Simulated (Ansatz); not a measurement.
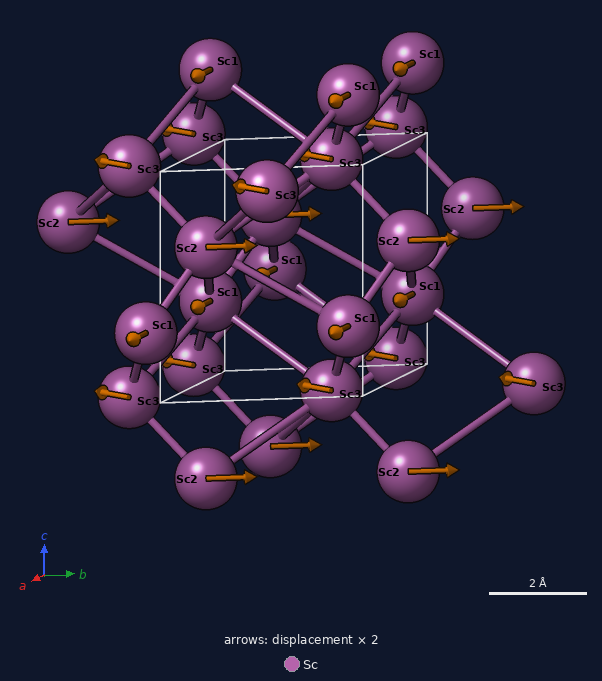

A relaxation of a crystal of Sc (built on the trigonal selenium_152 type) (coarse preliminary run). The starting structure is drawn; orange arrows show the displacements (the part carried along by the change of the cell is left out), magnified 2 times.

The picture is a ball-and-stick view of the cell of the calculation, seen slightly off an axis.

Case: trigonal selenium type (P3_121, No. 152).

Theory: Ansatz, DFT PBEsol, scalar-relativistic, plane waves, PAW. (plane-wave cutoff 420 eV; k-point mesh 6 × 6 × 4; occupations gaussian; smearing width 0.1 eV; no spin polarisation; cell and atoms relaxed; force threshold 0.04 eV/Å; at most 70 steps)

Q: What did the optimiser do to the structure, and how much energy did it gain?

A: The largest moves relative to the cell, 0.56 Å, are those of Sc1, Sc2 and Sc3. Sc2 goes along +b. The volume changes by −6.4 %, with a = b 4.271 → 5.146 Å (+20.5 %), c 4.845 → 3.124 Å (−35.5 %). Near-neighbour distances that change, for instance: Sc1–Sc1 4.845 → 3.124 Å, Sc1–Sc2 2.321 → 3.148 Å, Sc1–Sc2 (another image) 3.361 → 3.148 Å. Bond angles that change, for instance: Sc2–Sc1–Sc3 103.1° → 70.4°, Sc2–Sc1–Sc2 78.9° → 109.6°, Sc2–Sc1–Sc3 99.0° → 70.4°. The space group (tolerance 0.01 Å) goes from P3_121 (No. 152) to R-3m (No. 166). After 13 accepted moves (15 points after the start) the energy has fallen by 1357 meV per atom. The largest force component goes from 2.4 to 0.00011 eV/Å. Pressure: −2.19 GPa at the start and 0.09 GPa at the end. The SCF was repeated twice at an unchanged geometry on a basis and grid sized afresh for the cell, which shifted the energy by 8.8 meV per atom at most.
